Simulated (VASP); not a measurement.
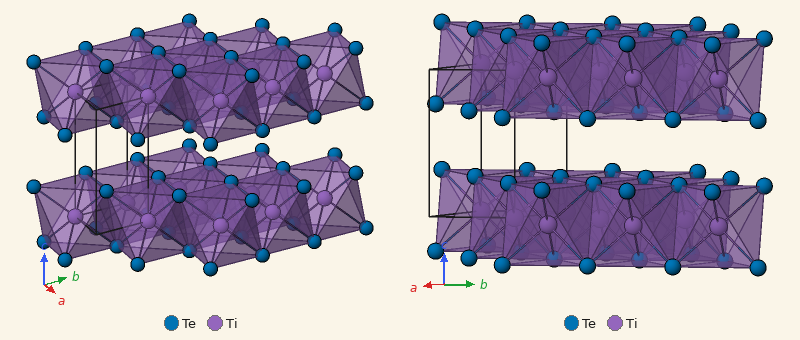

Polyhedra are drawn about Ti (bonds: Te–Ti below 3.1 Å); other atoms are plain spheres. Two views of the same piece.

System TiTe₂ (space group P-3m1, No. 164); source of the atomic positions: an entry of the Crystallography Open Database, as set up for an electronic-structure calculation.

Sharing among the drawn polyhedra:

```json
{"site": "Ti", "polyhedron": "TiTe6 octahedron", "corner-sharing neighbours": "0", "edge-sharing": "6", "face-sharing": "0", "bond (Å)": "2.77"}
```

They form layers of edge-sharing octahedra parallel to (001).
